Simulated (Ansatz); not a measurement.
# Ti$_{3}$O$_{5}$: what the fields show

The calculation's input:

```
crystal:
  lattice:
    - [4.8119196188, -1.9249912362, 0.0345598285]
    - [4.8119196188, 1.9249912362, 0.0345598285]
    - [-0.24523718, 0.0, 9.1739732489]
  atoms:
    - { symbol: Ti, position: [0.0568657564, 0.0568657564, 0.3588689326] }
    - { symbol: Ti, position: [0.9431342436, 0.9431342436, 0.6411310674] }
    - { symbol: Ti, position: [0.7774389612, 0.7774389612, 0.2614948663] }
    - { symbol: Ti, position: [0.2225610388, 0.2225610388, 0.7385051337] }
    - { symbol: Ti, position: [0.1339655502, 0.1339655502, 0.0446160036] }
    - { symbol: Ti, position: [0.8660344498, 0.8660344498, 0.9553839964] }
    - { symbol: O, position: [0.957896415, 0.957896415, 0.1526019424] }
    - { symbol: O, position: [0.042103585, 0.042103585, 0.8473980576] }
    - { symbol: O, position: [0.8709501901, 0.8709501901, 0.4427078797] }
    - { symbol: O, position: [0.1290498099, 0.1290498099, 0.5572921203] }
    - { symbol: O, position: [0.2442704437, 0.2442704437, 0.2444038344] }
    - { symbol: O, position: [0.7557295563, 0.7557295563, 0.7555961656] }
    - { symbol: O, position: [0.5861296073, 0.5861296073, 0.3401800136] }
    - { symbol: O, position: [0.4138703927, 0.4138703927, 0.6598199864] }
    - { symbol: O, position: [0.6700325382, 0.6700325382, 0.0538666931] }
    - { symbol: O, position: [0.3299674618, 0.3299674618, 0.9461333069] }
basis:
  ecutwfc: 420
kpoints:
  mp_grid: { grid: [10, 10, 4] }
  band_path:
    path:
      - [[0.0, 0.0, 0.0], [-0.29002251, 0.29002251, 0.0]]
      - [[-0.70997749, -0.29002251, 0.0], [-0.5, -0.5, 0.0], [0.0, 0.0, 0.0], [-0.5, -0.5, 0.5], [-0.7107977, -0.2892023, 0.5]]
      - [[-0.2892023, 0.2892023, 0.5], [0.0, 0.0, 0.5], [0.0, 0.0, 0.0]]
      - [[-0.5, 0.0, 0.5], [0.0, 0.0, 0.0], [-0.5, 0.0, 0.0]]
    npoints: 10
hamiltonian:
  xc: pbesol
scf:
  occupations: { method: gaussian, width: 0.1 }
  n_extra_bands: 40
output:
  forces: true
  stress: true
  eigenvalues: true
  populations: true
  dos: { projected: true, de: 0.02, nscf_kmesh: { grid: [15, 15, 6] } }
  bader: false
  write_density: true
  write_potential: true
  elf: true
  volumetric_format: npy
```

Run with:

```sh
ansatz run input.yaml --threads 4 --pin off --max-ram 10240MiB --backend cpu --events-out ev --progress --plain --runs-dir out
```

Below, planes, directions and counts refer to the conventional cell (a = 9.62 Å, b = 3.85 Å, c = 9.18 Å, α = 90.00°, β = 91.12°, γ = 90.00°).

Space group C2/m; computed without spin polarisation.

Computed with Ansatz, DFT PBEsol, scalar-relativistic, plane waves, PAW.

Core electrons are frozen (PAW), and the valence fields are smoothed inside the atomic spheres.

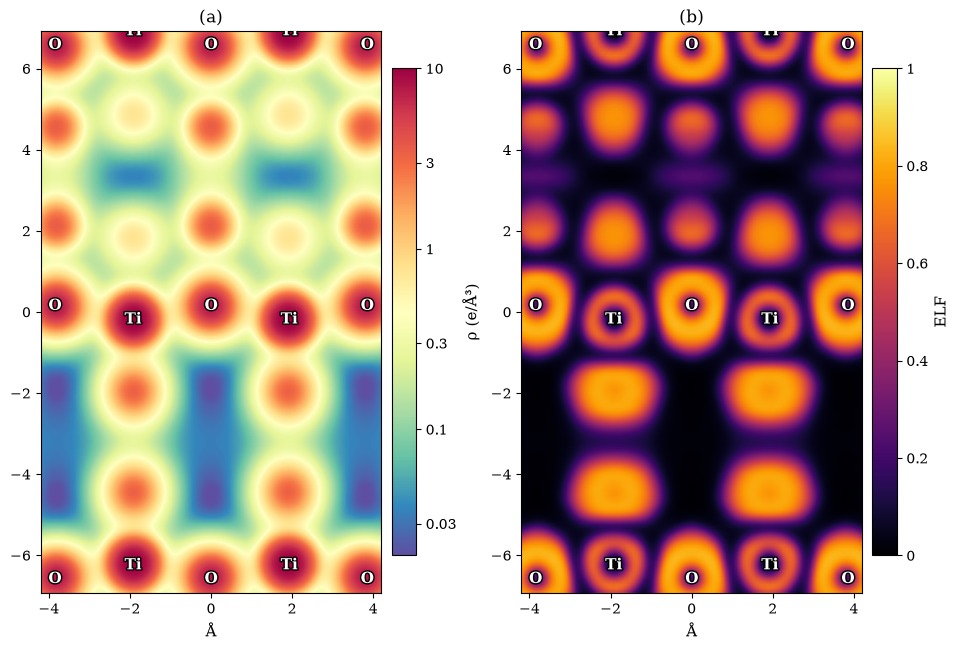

Figure 1. (a) valence electron density; (b) electron localisation function on the (101̄) plane of the conventional cell.

Q: What do the fields say about this system?

A: The section cuts through Ti and O sites. Atoms just off the plane (Ti, 0.6 Å away and O, 0.5 Å away) can leave unmarked features too. Ti–O (1.96 Å): ρ at the midpoint is about 0.69 e/Å³; the ELF peaks at about 0.85 in the valence shell of O, 0.6 Å from its nucleus, and is about 0.20 at the midpoint; no shared electron pair shows on this line. Between the atoms the lowest density in this plane is 0.02 e/Å³. The features right at Ti lie inside the PAW spheres, where the map follows smoothed inner orbitals and isn't to be read closely.

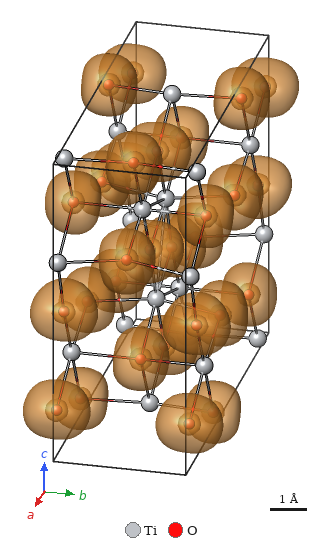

Figure 2. Isosurface of the electron localisation function at 0.65 (orange), seen at an oblique angle. Only the valence region is drawn (cores and ρ < 0.01 e/Å³ removed). Sticks mark near contacts.

Q: Describe the localisation domains.

A: The ELF exceeds this value in 20 regions wrapped around O (the valence shell of each), counted in one cell of 32 atoms. Regions shared between cells count once. Along the contacts the grid gives the following. Ti–O (1.88 Å): the ELF peaks at about 0.80 in the valence shell of O, 0.6 Å from its nucleus, and is about 0.20 at the midpoint: no shared electron pair shows on this line. Ti–Ti (2.69 Å): the ELF is about 0.25 at the midpoint; no shared electron pair shows on this line.

Q: Does the calculation make it a metal, or give it a gap?

A: It is gapless in this calculation (a metal or semimetal); semilocal functionals without U, or without the true magnetic order, often close the gap of such compounds.
